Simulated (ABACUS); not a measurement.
# Run report: Ta, band-structure run

- system: Ta (Im-3m, 1 atom in the cell)
- method: Kohn-Sham DFT of a periodic cell, TASK, SG15 ONCV 1.2 PBE, no spin polarisation (ABACUS 3.10.1)

The structure derives from an entry of the Crystallography Open Database. It belongs to a series of runs on one base structure; here: bands on the converged density.

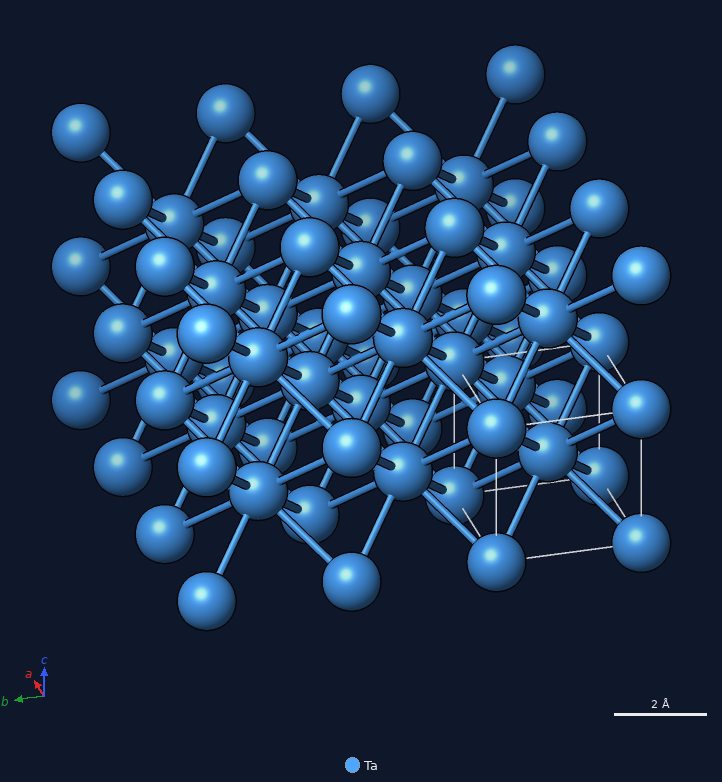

*The input geometry (ball-and-stick view of the cell 2 times as large as that of the calculation, set on its symmetry axes, repeated 3 × 3 × 2, seen at an oblique angle).*

Near neighbours in the crystal (not all of them lie inside the picture): Ta has 8 Ta at 2.86 Å.

## The input
```
INPUT_PARAMETERS
suffix              Ta
calculation         nscf
basis_type          pw
pseudo_dir          ./
symmetry            -1
dft_functional      MGGA_X_TASK+LDA_C_PW
ecutwfc             69.0
pseudo_rcut         10
nspin               1
nbands              24
ks_solver           dav
smearing_method     fd
smearing_sigma      0.00367493
scf_thr             1e-08
scf_nmax            100
mixing_type         broyden
mixing_beta         0.7
mixing_tau          1
init_chg            file
pw_diag_thr         1e-07
out_band            1
kpar                4
```

## File STRU
```
ATOMIC_SPECIES
Ta 180.9479 Ta_ONCV_PBE-1.2.upf

LATTICE_CONSTANT
1.8897261246

LATTICE_VECTORS
-1.6512800000 1.6512800000 1.6512800000
1.6512800000 -1.6512800000 1.6512800000
1.6512800000 1.6512800000 -1.6512800000

ATOMIC_POSITIONS
Direct

Ta
0.0
1
0.0000000000 0.0000000000 0.0000000000 1 1 1
```

## File KPT
```
K_POINTS
8
Line
0.00000000 0.00000000 0.00000000 10 // G
0.50000000 -0.50000000 0.50000000 10 // H
0.00000000 0.00000000 0.50000000 10 // N
0.00000000 0.00000000 0.00000000 10 // G
0.25000000 0.25000000 0.25000000 10 // P
0.50000000 -0.50000000 0.50000000 1 // H
0.25000000 0.25000000 0.25000000 10 // P
0.00000000 0.00000000 0.50000000 1 // N
```

Launch command:
```bash
OMP_NUM_THREADS=1 mpirun -np 4 abacus > log
```

## What the program printed
```
ABACUS v3.10.1

               Atomic-orbital Based Ab-initio Computation at UStc

 ------------------------------------------------------------------------------------

 READING GENERAL INFORMATION
                           global_out_dir = OUT.Ta/
                           global_in_card = INPUT
                               pseudo_dir = ./
                              orbital_dir =
                                    DSIZE = 4
                                    GSIZE = 1

 READING UNITCELL INFORMATION
                                    ntype = 1
                  lattice constant (Bohr) = 1.88973
              lattice constant (Angstrom) = 1

 READING ATOM TYPE 1
                               atom label = Ta
                      L=0, number of zeta = 1
                      L=1, number of zeta = 1
                      L=2, number of zeta = 1
             number of atom for this type = 1

                        TOTAL ATOM NUMBER = 1
DIRECT COORDINATES
    atom                   x                   y                   z     mag                  vx                  vy                  vz
taud_Ta1            0.0000000000        0.0000000000        0.0000000000  0.0000        0.0000000000        0.0000000000        0.0000000000

                          Volume (Bohr^3) = 121.54
                             Volume (A^3) = 18.0103

 Lattice vectors: (Cartesian coordinate: in unit of a_0)
             -1.65128            +1.65128            +1.65128
             +1.65128            -1.65128            +1.65128
             +1.65128            +1.65128            -1.65128
 Reciprocal vectors: (Cartesian coordinate: in unit of 2 pi/a_0)
                   +0           +0.302795           +0.302795
            +0.302795                  +0           +0.302795
            +0.302795           +0.302795                  +0
 The esolver type has been set to : ksdft_pw

                PAO radial cut off (Bohr) = 10

 Read in pseudopotential file is Ta_ONCV_PBE-1.2.upf
                     pseudopotential type = NC
          exchange-correlation functional = PBE
                 nonlocal core correction = 0
                        valence electrons = 27
                                     lmax = 3
                           number of zeta = 0
                     number of projectors = 8
                           L of projector = 0
                           L of projector = 0
                           L of projector = 1
                           L of projector = 1
                           L of projector = 2
                           L of projector = 2
                           L of projector = 3
                           L of projector = 3
 XC functional updated to : MGGA_X_TASK+LDA_C_PW
          exchange-correlation functional = MGGA_X_TASK+LDA_C_PW
     initial pseudo atomic orbital number = 0

 SETUP THE ELECTRONS NUMBER
            electron number of element Ta = 27
      total electron number of element Ta = 27
            AUTOSET number of electrons:  = 27
                           occupied bands = 14
                                   NBANDS = 24
                                   NLOCAL = 9

%%%%%%%%%%%%%%%%%%%%%%%%%%%%%%%%%%%%%%%%%%%%%%%%%%%%%%%%%%%%%%%%%%%%%%%%%%%%%%%%%%%%%%%%%%%%%%%%%%%%%%%%%%
 Warning: the number of valence electrons in pseudopotential > 5 for Ta: [Xe] 4f14 5d3 6s2
 Pseudopotentials with additional electrons can yield (more) accurate outcomes, but may be less efficient.
 If you're confident that your chosen pseudopotential is appropriate, you can safely ignore this warning.
%%%%%%%%%%%%%%%%%%%%%%%%%%%%%%%%%%%%%%%%%%%%%%%%%%%%%%%%%%%%%%%%%%%%%%%%%%%%%%%%%%%%%%%%%%%%%%%%%%%%%%%%%%

 SETUP THE PLANE WAVE BASIS
 energy cutoff for charge/potential (unit:Ry) = 276
            fft grid for charge/potential = [ 30, 30, 30 ]
                        fft grid division = [ 1, 1, 1 ]
        big fft grid for charge/potential = [ 30, 30, 30 ]
                                     nbxx = 27000
                                     nrxx = 27000

 SETUP PLANE WAVES FOR CHARGE/POTENTIAL
                    number of plane waves = 9453
                         number of sticks = 611

 PARALLEL PW FOR CHARGE/POTENTIAL
     PROC   COLUMNS(POT)             PW
        1            611           9453
 --------------- sum -------------------
        1            611           9453
                            number of |g| = 127
                                  max |g| = 24.9383
                                  min |g| = 0

----------- Double Check Mixing Parameters Begin ------------
mixing_type: broyden
mixing_beta: 0.7
mixing_gg0: 1
mixing_gg0_min: 0.1
mixing_ndim: 8
----------- Double Check Mixing Parameters End ------------

 SETUP K-POINTS
                                    nspin = 1
                                   nkstot = 62
K-POINTS DIRECT COORDINATES
 KPOINTS    DIRECT_X    DIRECT_Y    DIRECT_Z  WEIGHT
       1  0.00000000  0.00000000  0.00000000  1.0000
       2  0.05000000 -0.05000000  0.05000000  1.0000
       3  0.10000000 -0.10000000  0.10000000  1.0000
       4  0.15000000 -0.15000000  0.15000000  1.0000
       5  0.20000000 -0.20000000  0.20000000  1.0000
       6  0.25000000 -0.25000000  0.25000000  1.0000
       7  0.30000000 -0.30000000  0.30000000  1.0000
       8  0.35000000 -0.35000000  0.35000000  1.0000
       9  0.40000000 -0.40000000  0.40000000  1.0000
      10  0.45000000 -0.45000000  0.45000000  1.0000
      11  0.50000000 -0.50000000  0.50000000  1.0000
      12  0.45000000 -0.45000000  0.50000000  1.0000
      13  0.40000000 -0.40000000  0.50000000  1.0000
      14  0.35000000 -0.35000000  0.50000000  1.0000
      15  0.30000000 -0.30000000  0.50000000  1.0000
      16  0.25000000 -0.25000000  0.50000000  1.0000
      17  0.20000000 -0.20000000  0.50000000  1.0000
      18  0.15000000 -0.15000000  0.50000000  1.0000
      19  0.10000000 -0.10000000  0.50000000  1.0000
      20  0.05000000 -0.05000000  0.50000000  1.0000
      21  0.00000000  0.00000000  0.50000000  1.0000
      22  0.00000000  0.00000000  0.45000000  1.0000
      23  0.00000000  0.00000000  0.40000000  1.0000
      24  0.00000000  0.00000000  0.35000000  1.0000
      25  0.00000000  0.00000000  0.30000000  1.0000
      26  0.00000000  0.00000000  0.25000000  1.0000
      27  0.00000000  0.00000000  0.20000000  1.0000
      28  0.00000000  0.00000000  0.15000000  1.0000
      29  0.00000000  0.00000000  0.10000000  1.0000
      30  0.00000000  0.00000000  0.05000000  1.0000
[... 32 further k points ...]

           k-point number in this process = 16
       minimum distributed K point number = 15

[... K-POINTS CARTESIAN COORDINATES: 16 rows ...]

[... K-POINTS DIRECT COORDINATES: 16 rows ...]

 SETUP PLANE WAVES FOR WAVE FUNCTIONS
     energy cutoff for wavefunc (unit:Ry) = 69
              fft grid for wave functions = [ 30, 30, 30 ]
                    number of plane waves = 1601
                         number of sticks = 181

 PARALLEL PW FOR WAVE FUNCTIONS
     PROC   COLUMNS(POT)             PW
        1            181           1601
 --------------- sum -------------------
        1            181           1601

 SETUP NONLOCAL PSEUDOPOTENTIALS IN PLANE WAVE BASIS
 Ta non-local projectors:
 projector 1 L=0
 projector 2 L=0
 projector 3 L=1
 projector 4 L=1
 projector 5 L=2
 projector 6 L=2
 projector 7 L=3
 projector 8 L=3
      TOTAL NUMBER OF NONLOCAL PROJECTORS = 32

 Init Non-Local PseudoPotential table :
 Init Non-Local-Pseudopotential done.

                                     npwx = 1205

 -------------------------------------------
 NONSELF-CONSISTENT
 -------------------------------------------
                                 init_chg = file
 try to read charge from file
 Read in the charge density: OUT.Ta//Ta-CHARGE-DENSITY.restart
 try to read kinetic energy density from file
 Read in the kinetic energy density: OUT.Ta//Ta-TAU-DENSITY.restart

 PW ALGORITHM --------------- ION=   1  ELEC=   1--------------------------------
 k(1/62) Iter steps (avg)=14 threshold=1e-07
 k(2/62) Iter steps (avg)=21 threshold=1e-07
 k(3/62) Iter steps (avg)=15 threshold=1e-07
 k(4/62) Iter steps (avg)=15 threshold=1e-07
 k(5/62) Iter steps (avg)=24 threshold=1e-07
 k(6/62) Iter steps (avg)=25 threshold=1e-07
 k(7/62) Iter steps (avg)=17 threshold=1e-07
 k(8/62) Iter steps (avg)=17 threshold=1e-07
 k(9/62) Iter steps (avg)=18 threshold=1e-07
 k(10/62) Iter steps (avg)=23 threshold=1e-07
 k(11/62) Iter steps (avg)=21 threshold=1e-07
 k(12/62) Iter steps (avg)=28 threshold=1e-07
 k(13/62) Iter steps (avg)=21 threshold=1e-07
 k(14/62) Iter steps (avg)=15 threshold=1e-07
 k(15/62) Iter steps (avg)=15 threshold=1e-07
 k(16/62) Iter steps (avg)=13 threshold=1e-07
[... levels at 16 k points of this process ...]

 Density error is 0.00000000000
                          Error Threshold = 1.00000000000e-07
----------------------------------------------------------
     Energy           Rydberg                 eV
----------------------------------------------------------
 E_KohnSham     -490.9869043957      -6680.2195431632
 E_KS(sigma->0) -490.9861616603      -6680.2094377289
 E_Harris       -490.9869043957      -6680.2195431632
 E_band         19.5373016372        265.8186258112
 E_one_elec     -127.5035710964      -1734.7750822587
 E_Hartree      96.6916842805        1315.5578554324
 E_xc           -35.0767079888       -477.2430957301
 E_Ewald        -425.0968241202      -5783.7390097382
 E_entropy(-TS) -0.0014854709        -0.0202108686
 E_descf        0.0000000000         0.0000000000
 E_exx          0.0000000000         0.0000000000
 E_Fermi        2.4092923075         32.7801035300
----------------------------------------------------------

 charge density convergence is achieved
 final etot is -6680.2195432 eV
 EFERMI = 32.780103530 eV

 STATE ENERGY(eV) AND OCCUPATIONS    NSPIN == 1
 1/16 kpoint (Cartesian) = 0.0000 0.0000 0.0000 (1205 pws)
       1       -42.3133      0.0322581
       2       -6.33580      0.0322581
       3       -6.33580      0.0322581
       4       -6.33580      0.0322581
       5        17.2372      0.0322581
       6        17.2372      0.0322581
       7        17.2372      0.0322581
       8        17.4252      0.0322581
       9        17.4252      0.0322581
      10        17.4252      0.0322581
      11        17.5329      0.0322581
      12        23.6565      0.0322581
      13        32.7987      0.0131571
      14        32.7987      0.0131571
      15        32.7987      0.0131571
      16        36.1572    1.49934e-31
      17        36.1572    1.49934e-31
      18        52.1169        0.00000
      19        52.1169        0.00000
      20        52.1169        0.00000
      21        62.6564        0.00000
      22        62.6564        0.00000
      23        69.2656        0.00000
      24        69.2656        0.00000

 2/16 kpoint (Cartesian) = 0.0000 0.030280 0.0000 (1185 pws)
       1       -42.3059      0.0322581
       2       -6.38245      0.0322581
       3       -6.35543      0.0322581
       4       -6.35543      0.0322581
       5        17.2403      0.0322581
       6        17.2443      0.0322581
       7        17.2443      0.0322581
       8        17.4182      0.0322581
       9        17.4231      0.0322581
      10        17.4231      0.0322581
      11        17.5231      0.0322581
      12        23.9129      0.0322581
      13        32.7746      0.0170195
      14        32.7746      0.0170195
      15        32.9135     0.00209513
      16        35.8324    9.92135e-29
      17        36.2765    1.37756e-32
      18        52.2672        0.00000
      19        52.4989        0.00000
      20        52.4989        0.00000
      21        60.8756        0.00000
      22        63.2199        0.00000
      23        68.4350        0.00000
      24        68.4350        0.00000

 3/16 kpoint (Cartesian) = 0.0000 0.060559 0.0000 (1189 pws)
       1       -42.2848      0.0322581
       2       -6.50947      0.0322581
       3       -6.41284      0.0322581
       4       -6.41284      0.0322581
       5        17.2499      0.0322581
       6        17.2645      0.0322581
       7        17.2645      0.0322581
       8        17.3986      0.0322581
       9        17.4167      0.0322581
      10        17.4167      0.0322581
      11        17.4949      0.0322581
      12        24.6486      0.0322581
      13        32.7385      0.0224839
      14        32.7385      0.0224839
      15        33.2507    2.63562e-06
      16        34.9595    3.79096e-21
      17        36.6014    2.07759e-35
      18        52.6560        0.00000
      19        53.5585        0.00000
      20        53.5585        0.00000
      21        57.5673        0.00000
      22        64.8646        0.00000
      23        66.4881        0.00000
      24        66.4881        0.00000

 4/16 kpoint (Cartesian) = 0.0000 0.090839 0.0000 (1164 pws)
       1       -42.2528      0.0322581
       2       -6.68347      0.0322581
       3       -6.50332      0.0322581
       4       -6.50332      0.0322581
       5        17.2666      0.0322581
       6        17.2942      0.0322581
       7        17.2942      0.0322581
       8        17.3713      0.0322581
       9        17.4068      0.0322581
      10        17.4068      0.0322581
      11        17.4531      0.0322581
      12        25.7631      0.0322581
      13        32.7785      0.0163869
      14        32.7785      0.0163869
      15        33.7587    1.02097e-10
      16        33.7912    5.32547e-11
      17        37.0278    4.10735e-39
      18        53.1728        0.00000
      19        54.4446        0.00000
      20        54.9704        0.00000
      21        54.9704        0.00000
      22        64.2846        0.00000
      23        64.2846        0.00000
      24        67.4640        0.00000

 5/16 kpoint (Cartesian) = 0.0000 0.12112 0.0000 (1184 pws)
       1       -42.2140      0.0322581
       2       -6.86390      0.0322581
       3       -6.61924      0.0322581
       4       -6.61924      0.0322581
       5        17.2907      0.0322581
       6        17.3273      0.0322581
       7        17.3273      0.0322581
       8        17.3424      0.0322581
       9        17.3952      0.0322581
      10        17.3952      0.0322581
      11        17.4034      0.0322581
      12        27.0757      0.0322581
      13        32.4402      0.0322221
      14        32.9905    0.000472742
      15        32.9905    0.000472742
      16        34.5016    3.59875e-17
      17        37.4004    2.38547e-42
      18        52.1967        0.00000
      19        53.7412        0.00000
      20        55.7706        0.00000
      21        55.7706        0.00000
      22        63.0075        0.00000
      23        63.0075        0.00000
      24        70.8518        0.00000

 6/16 kpoint (Cartesian) = 0.0000 0.15140 0.0000 (1180 pws)
       1       -42.1729      0.0322581
       2       -7.01622      0.0322581
       3       -6.74996      0.0322581
       4       -6.74996      0.0322581
       5        17.3179      0.0322581
       6        17.3220      0.0322581
       7        17.3510      0.0322581
       8        17.3510      0.0322581
       9        17.3519      0.0322581
      10        17.3911      0.0322581
      11        17.3911      0.0322581
      12        28.2863      0.0322581
      13        31.1562      0.0322581
      14        33.4491    4.98879e-08
      15        33.4491    4.98879e-08
      16        35.3343    2.10357e-24
      17        37.6745    9.91621e-45
      18        51.2042        0.00000
      19        54.3199        0.00000
      20        54.6004        0.00000
      21        54.6004        0.00000
      22        64.0825        0.00000
      23        64.0825        0.00000
      24        69.5173        0.00000

[... levels at 10 further k points ...]

 --------------------------------------------
 !FINAL_ETOT_IS -6680.219543163175 eV
 --------------------------------------------

 Output bands in file: OUT.Ta/BANDS_1.dat
```

## Standard output
```
ABACUS v3.10.1

               Atomic-orbital Based Ab-initio Computation at UStc

 dft_functional readin is: MGGA_X_TASK+LDA_C_PW
 dft_functional in pseudopot file is: PBE
 Please make sure this is what you need

%%%%%%%%%%%%%%%%%%%%%%%%%%%%%%%%%%%%%%%%%%%%%%%%%%%%%%%%%%%%%%%%%%%%%%%%%%%%%%%%%%%%%%%%%%%%%%%%%%%%%%%%%
 Warning: the number of valence electrons in pseudopotential > 5 for Ta: [Xe] 4f14 5d3 6s2
 Pseudopotentials with additional electrons can yield (more) accurate outcomes, but may be less efficient.
 If you're confident that your chosen pseudopotential is appropriate, you can safely ignore this warning.
%%%%%%%%%%%%%%%%%%%%%%%%%%%%%%%%%%%%%%%%%%%%%%%%%%%%%%%%%%%%%%%%%%%%%%%%%%%%%%%%%%%%%%%%%%%%%%%%%%%%%%%%%

 UNIFORM GRID DIM        : 30 * 30 * 30
 UNIFORM GRID DIM(BIG)   : 30 * 30 * 30
func,idMGGA_X_TASK 707
func,idLDA_C_PW 12
 ---------------------------------------------------------
 ---------------------------------------------------------
 SPIN    KPOINTS         PROCESSORS  THREADS
 1       62              4           4
 ---------------------------------------------------------
 Use plane wave basis
 ---------------------------------------------------------
 ELEMENT NATOM       XC
 Ta      1
 ---------------------------------------------------------
 Initial plane wave basis and FFT box
 ---------------------------------------------------------
 -------------------------------------------
 NONSELF-CONSISTENT :
 -------------------------------------------
 START CHARGE      : file
 ITER       ETOT/eV          EDIFF/eV         DRHO         DKIN     TIME/s
 DA1     -6.68021954e+03   0.00000000e+00   0.0000e+00   0.0000e+00   8.15
```

## Key numbers

```json
{"quantity": "outcome", "value": "converged"}
{"quantity": "space group (tolerance 0.01 Å)", "value": "Im-3m (229)"}
{"quantity": "electrons treated", "value": "27"}
{"quantity": "Fermi energy of the self-consistent step", "value": "32.009 eV"}
{"quantity": "hardware", "value": "4 threads of Intel Xeon (Granite Rapids), 16 GiB of memory available, shared host"}
{"quantity": "wall time", "value": "8.5 s (CPU time 33 s)"}
{"quantity": "peak memory", "value": "0.36 GiB"}
```

## Remarks

Spin–orbit coupling is left out, which matters for Ta.
